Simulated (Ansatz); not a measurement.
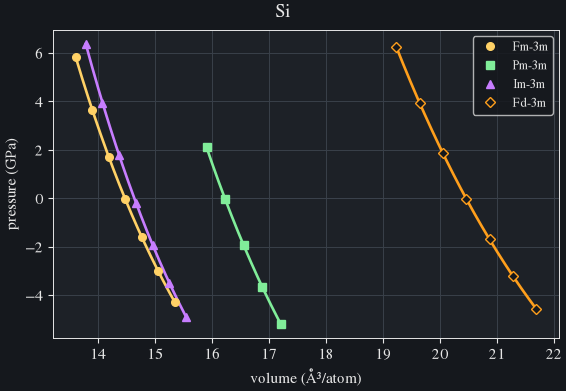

The picture above shows the pressure against volume, with one curve for each structure, for Si.

Computed with Ansatz 0.2.0 development build: equation of state of a cubic crystal from periodic Kohn-Sham density functional theory without spin, third-order Birch-Murnaghan fit to the free energies; pressure corrected for the finite basis. Level: PBE.

```json
{"setting": "occupation method", "value": "Fermi–Dirac"}
{"setting": "occupation width", "value": "0.06123 eV"}
{"setting": "wave cutoff", "value": "420 eV"}
{"setting": "datasets", "value": "soft-1 PAW"}
{"setting": "density tolerance", "value": "1e-07 eV"}
{"setting": "density cutoff ratio", "value": "4"}
{"setting": "search for lower states", "value": "default"}
```

Settings that differ: Fm-3m: k mesh 48×48×48, atoms in cell 1, lattice centring face-centred primitive, space group number 225, structure type fcc; Pm-3m: k mesh 43×43×43, atoms in cell 1, lattice centring simple cubic, space group number 221, structure type simple cubic; Im-3m: k mesh 50×50×50, atoms in cell 1, lattice centring body-centred primitive, space group number 229, structure type bcc; Fd-3m: k mesh 34×34×34, atoms in cell 2, lattice centring face-centred primitive, space group number 227, structure type diamond.

### Order the curves by fitted equilibrium volume, smallest first.

Fm-3m 14.47, Im-3m 14.64, Pm-3m 16.23, Fd-3m 20.46 Å³/atom.

### Order the curves by fitted bulk modulus, smallest first.

Fm-3m 83, Fd-3m 89, Im-3m 93, Pm-3m 101 GPa.

Keep in mind: cubic model structure, not the ambient form (Fm-3m, Pm-3m, Im-3m).

The computed values:

Fm-3m:
```tsv
volume (Å³/atom)	pressure (GPa)
13.61	5.8
13.90	3.7
14.19	1.7
14.48	0.0
14.77	-1.6
15.06	-3.0
15.35	-4.3
```

Pm-3m:
```tsv
volume (Å³/atom)	pressure (GPa)
15.91	2.102
16.23	-0.030
16.56	-1.938
16.88	-3.652
17.20	-5.186
```

Im-3m:
```tsv
volume (Å³/atom)	pressure (GPa)
13.79	6.4
14.08	3.9
14.37	1.8
14.67	-0.2
14.96	-1.9
15.25	-3.5
15.55	-4.9
```

Fd-3m:
```tsv
volume (Å³/atom)	pressure (GPa)
19.23	6.3
19.64	3.9
20.05	1.9
20.46	0.0
20.87	-1.7
21.28	-3.2
21.69	-4.6
```
